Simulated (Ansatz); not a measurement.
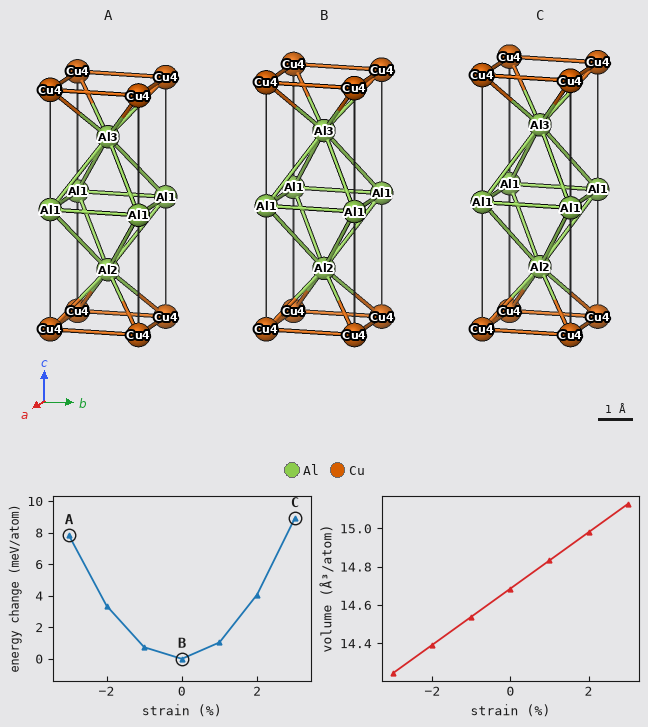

Members of a series of calculations on crystalline Al₃Cu (set up in P4/mmm), marked on the first curve. The picture is a ball-and-stick view of the cell of the calculation, seen slightly off an axis.

Theory: DFT PBEsol, scalar-relativistic, plane waves, PAW (Ansatz). Settings: plane-wave cutoff 420 eV; k-point mesh 18 × 18 × 8; occupations gaussian; smearing width 0.1 eV; no spin polarisation.

> Describe the series.

Strain along c alone, the other axes held, atoms relaxed. A (strain −3.0 %): energy change 7.8 meV/atom, volume 14.25 Å³ per atom. B (strain 0.0 %): energy change 0.0 meV/atom, volume 14.69 Å³ per atom. C (strain 3.0 %): energy change 8.9 meV/atom, volume 15.13 Å³ per atom. The rest compares A with C. The drawn cell changes as follows: a = b unchanged at 2.780 Å, c 7.375 → 7.831 Å (+6.2 %); the volume changes by +6.2 %. Among the bonded contacts that change: Al–Al 2.839 → 2.939 Å, Al–Cu 2.559 → 2.619 Å.
